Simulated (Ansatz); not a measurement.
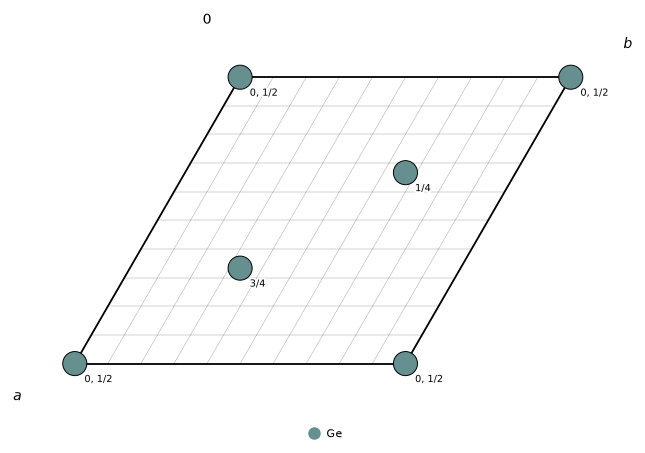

Plan of a unit cell projected along c (a down the page, b across); the numbers are heights as fractions of c, and atoms on the cell's edges are repeated. The grid marks tenths of a and b. Source: coordinates from a relaxation with DFT, PBEsol, plane waves (420 eV) with PAW, scalar-relativistic in Ansatz; the starting structure was generated, so it need not be a known form of this composition. All values are computed from the atomic coordinates in the standard setting (tolerance 0.002 Å).

a = 2.988 Å, b = 2.988 Å, c = 9.553 Å, α = 90.00°, β = 90.00°, γ = 120.00°.

> What does the cell contain?

4 Ge: Ge, Z = 4.

> Which space group?

P6₃/mmc (No. 194), primitive hexagonal.

> Give the independent sites, coordinates to two places.

| atom | site | symmetry | x | y | z |
| --- | --- | --- | --- | --- | --- |
| Ge | 2a | -3m. | 0.00 | 0.00 | 0.00 |
| Ge | 2c | -6m2 | 0.33 | 0.67 | 0.25 |
